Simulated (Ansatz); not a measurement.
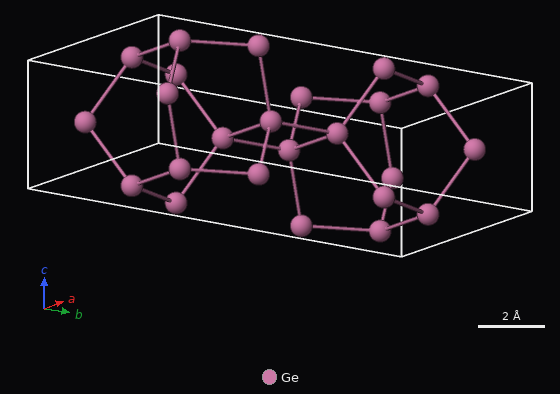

Lattice vibrations of crystalline Ge (a generated structure), space group Cmmm (No. 65), at the zone centre. Style: ball-and-stick. Shown: the conventional cell (2 times the calculation's cell), from a free direction. Lengths and directions refer to the drawn axes.

All numbers below come from DFT PBE, scalar-relativistic, plane waves, PAW (Ansatz 0.2.0).

The input:
```yaml
crystal:
  lattice:
    - [3.4108577692, -7.0661243717, 0.0]
    - [3.4108577692, 7.0661243717, 0.0]
    - [0.0, 0.0, 4.0693951797]
  atoms:
    - { symbol: Ge, position: [0.1484772505, 0.4838570544, 0.0] }
    - { symbol: Ge, position: [0.8515227495, 0.5161429456, 0.0] }
    - { symbol: Ge, position: [0.5161429456, 0.8515227495, 0.0] }
    - { symbol: Ge, position: [0.4838570544, 0.1484772505, 0.0] }
    - { symbol: Ge, position: [0.9044411284, 0.7266115421, 0.5] }
    - { symbol: Ge, position: [0.0955588716, 0.2733884579, 0.5] }
    - { symbol: Ge, position: [0.2733884579, 0.0955588716, 0.5] }
    - { symbol: Ge, position: [0.7266115421, 0.9044411284, 0.5] }
basis:
  ecutwfc: 420
kpoints:
  mp_grid: { grid: [6, 6, 10] }
hamiltonian:
  xc: pbe
scf:
  occupations: { method: gaussian, width: 0.1 }
output:
  eigenvalues: true
phonons:
  method: dfpt
  eigenvectors: true
  qmesh: [1, 1, 2]
  temperatures: { t_max: 1000, t_step: 100 }
  qpath:
    path:
      - [[0.0, 0.0, 0.0], [-0.5, 0.5, 0.0], [-0.30825117, 0.69174883, 0.0]]
      - [[0.30825117, 0.30825117, 0.0], [0.0, 0.0, 0.0], [0.0, 0.0, 0.5], [0.30825117, 0.30825117, 0.5]]
      - [[-0.30825117, 0.69174883, 0.5], [-0.5, 0.5, 0.5], [-0.5, 0.5, 0.0]]
      - [[0.0, 0.0, 0.0], [0.0, 0.5, 0.0], [0.0, 0.5, 0.5], [0.0, 0.0, 0.5], [-0.5, 0.5, 0.5]]
    npoints: 8
```

Command:
```bash
ansatz run input.yaml --threads 4 --pin off --max-ram 8192MiB --backend cpu --events-out ev --progress --plain --runs-dir out
```

Frequencies are those without the non-analytic (LO–TO) term.

Q: List the optical modes.

A: The calculation's cell holds 8 atoms, so there are 21 optical modes, in 20 levels. No level is unstable.

```json
{"level": "1", "symmetry": "B₃g", "frequency (cm⁻¹)": "54", "activity": "Raman-active"}
{"level": "2", "symmetry": "B₂g", "frequency (cm⁻¹)": "69", "activity": "Raman-active"}
{"level": "3", "symmetry": "A_u", "frequency (cm⁻¹)": "70", "activity": "silent"}
{"level": "4", "symmetry": "B₁g", "frequency (cm⁻¹)": "77", "activity": "Raman-active"}
{"level": "5", "symmetry": "B₃u", "frequency (cm⁻¹)": "94", "activity": "infrared-active"}
{"level": "6", "symmetry": "B₁g", "frequency (cm⁻¹)": "105", "activity": "Raman-active"}
{"level": "7", "symmetry": "B₃u", "frequency (cm⁻¹)": "153", "activity": "infrared-active"}
{"level": "8", "symmetry": "B₂u", "frequency (cm⁻¹)": "167", "activity": "infrared-active"}
{"level": "9", "symmetry": "B₁g", "frequency (cm⁻¹)": "195", "activity": "Raman-active"}
{"level": "10", "symmetry": "A_g", "frequency (cm⁻¹)": "196", "activity": "Raman-active"}
{"level": "11", "symmetry": "B₂u", "frequency (cm⁻¹)": "217", "activity": "infrared-active"}
{"level": "12", "symmetry": "A_g", "frequency (cm⁻¹)": "224", "activity": "Raman-active"}
{"level": "13", "symmetry": "B₁u", "frequency (cm⁻¹)": "251", "activity": "infrared-active"}
{"level": "14", "symmetry": "B₁g", "frequency (cm⁻¹)": "255", "activity": "Raman-active"}
{"level": "15", "symmetry": "A_g", "frequency (cm⁻¹)": "257", "activity": "Raman-active"}
{"level": "16", "symmetry": "doubly degenerate", "frequency (cm⁻¹)": "263", "activity": "not assigned"}
{"level": "17", "symmetry": "B₂g", "frequency (cm⁻¹)": "265", "activity": "Raman-active"}
{"level": "18", "symmetry": "B₂u", "frequency (cm⁻¹)": "268", "activity": "infrared-active"}
{"level": "19", "symmetry": "A_u", "frequency (cm⁻¹)": "272", "activity": "silent"}
{"level": "20", "symmetry": "A_g", "frequency (cm⁻¹)": "281", "activity": "Raman-active"}
```

The displacement patterns (one member of each degenerate set), 6 of the levels:

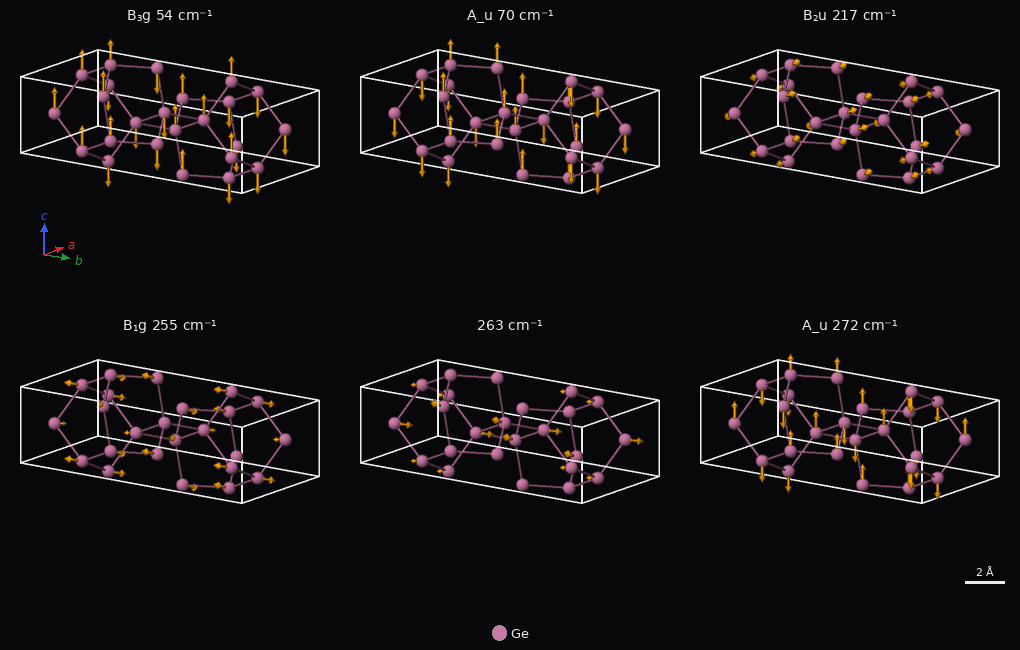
